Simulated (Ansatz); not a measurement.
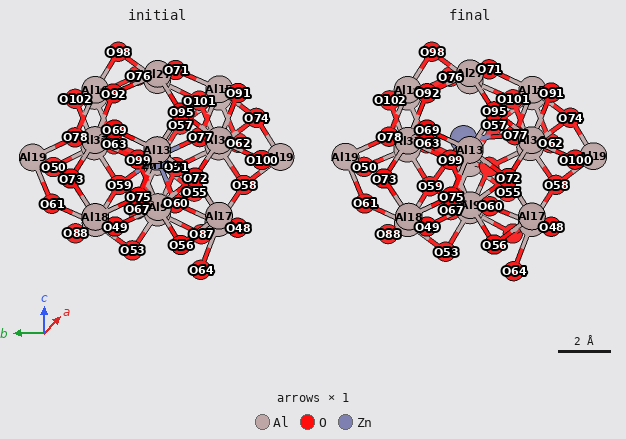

The structure of a defect cell of composition Al47O71Zn (cell charge −1) before (left) and after (right) a relaxation, at one scale. The blue arrows give the displacements, at their true length.

Style: ball-and-stick. Shown: the atoms within 5.0 Å of the atom that moves most (axes of the cell of the calculation (origin shifted)), from a free direction.

These are results of DFT, PBEsol, PAW, plane waves in Ansatz, not measurements. (plane-wave cutoff 420 eV; k-point mesh 1 × 1 × 1; mesh shifted by (0.25, 0.25, 0.25); no spin polarisation; atoms relaxed in a fixed cell; force threshold 0.03 eV/Å; at most 80 steps)

### What changed between the two?

The atom that moves furthest is the Zn atom (0.73 Å along [1 1 1]). By element the largest moves are Zn 0.73 Å, O 0.13 Å, Al 0.13 Å. The lattice vectors keep their values. Among the contacts that change: O–Zn 1.959 → 2.801 Å, O–Zn 1.949 → 2.352 Å, O–Zn 1.963 → 2.321 Å, O–Zn 1.874 → 2.057 Å. Bonds break: O–Zn (1.96 → 2.80 Å). Bond angles that change, for instance: O–Zn–O 165.1° → 128.1°, O–Zn–O 166.1° → 131.3°, Al–O–Zn 132.3° → 112.4°. Over 9 geometry steps the energy falls by 3.871 eV per cell of the calculation. Largest force component: 3.1 eV/Å at the start, 0.017 eV/Å at the end. Cost: 16 s on 1 × NVIDIA GB300 Max-Q with 8 threads of Arm Neoverse-V2, peak memory 2.1 GiB.

Limits of the set-up: the cell is charged, on a uniform background, and energies carry no finite-size correction.
